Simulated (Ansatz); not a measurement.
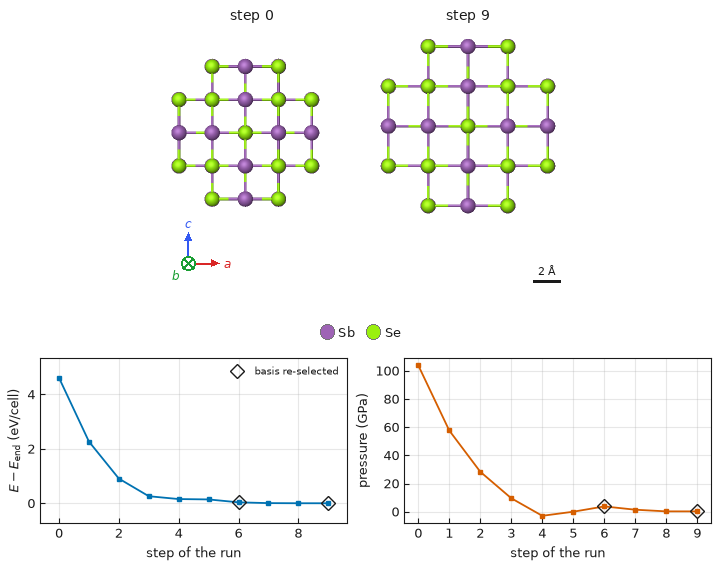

First and last geometry of a relaxation of a crystal of SbSe (a generated structure, set up in Fm-3m) (coarse preliminary run), with the history of the run. A ball-and-stick model of the conventional cell (4 times the calculation's cell), seen along the b axis. Lengths and directions refer to the drawn axes.

Method: DFT PBE, scalar-relativistic, plane waves, PAW (Ansatz).

The input:
```yaml
crystal:
  lattice:
    - [0.0, 2.4966129032, 2.4966129032]
    - [2.4966129032, 0.0, 2.4966129032]
    - [2.4966129032, 2.4966129032, 0.0]
  atoms:
    - { symbol: Sb, position: [0.0, 0.0, 0.0] }
    - { symbol: Se, position: [0.5, 0.5, 0.5] }
basis:
  ecutwfc: 420
kpoints:
  mp_grid: { grid: [8, 8, 8] }
hamiltonian:
  xc: pbe
scf:
  occupations: { method: gaussian, width: 0.1 }
output:
  forces: true
  stress: true
  eigenvalues: true
relax:
  adjacent_minimum: "off"
  f_tol: 0.05
  max_steps: 80
  cell: { stress_tol: 0.5 }
```

**Did the run converge, and what did it change?**

It converged. Over 7 accepted moves (9 points after the start) the energy falls by 4.609 eV per cell of the calculation. All forces vanish by symmetry, so only the cell relaxes. Pressure: 103.91 GPa at the start and 0.21 GPa at the end. The SCF was repeated twice at an unchanged geometry on a basis and grid sized afresh for the cell, which shifted the energy by 0.107 eV per cell of the calculation at most. No atom moves by more than 0.005 Å relative to the cell. The volume changes by +73.2 %, with a = b = c 4.993 → 5.997 Å (+20.1 %). Among the contacts that change: Sb1–Se2 2.497 → 2.998 Å. The space group stays Fm-3m (No. 225). The run took about 18 core-seconds on a shared host.

```json
{"step": "0", "E − E(0), meV/atom": "0.00", "pressure, GPa": "103.91", "volume, Å³/atom": "15.562", "note": ""}
{"step": "1", "E − E(0), meV/atom": "-1171.14", "pressure, GPa": "57.62", "volume, Å³/atom": "17.950", "note": ""}
{"step": "2", "E − E(0), meV/atom": "-1851.17", "pressure, GPa": "28.35", "volume, Å³/atom": "20.572", "note": ""}
{"step": "3", "E − E(0), meV/atom": "-2174.89", "pressure, GPa": "9.54", "volume, Å³/atom": "23.436", "note": ""}
{"step": "4", "E − E(0), meV/atom": "-2227.17", "pressure, GPa": "-2.92", "volume, Å³/atom": "26.237", "note": ""}
{"step": "5", "E − E(0), meV/atom": "-2233.95", "pressure, GPa": "-0.02", "volume, Å³/atom": "25.522", "note": ""}
{"step": "6", "E − E(0), meV/atom": "-2287.38", "pressure, GPa": "3.74", "volume, Å³/atom": "25.522", "note": "same geometry, new basis"}
{"step": "7", "E − E(0), meV/atom": "-2301.60", "pressure, GPa": "1.40", "volume, Å³/atom": "26.429", "note": ""}
{"step": "8", "E − E(0), meV/atom": "-2304.16", "pressure, GPa": "0.22", "volume, Å³/atom": "26.956", "note": ""}
{"step": "9", "E − E(0), meV/atom": "-2304.34", "pressure, GPa": "0.21", "volume, Å³/atom": "26.956", "note": "same geometry, new basis"}
```
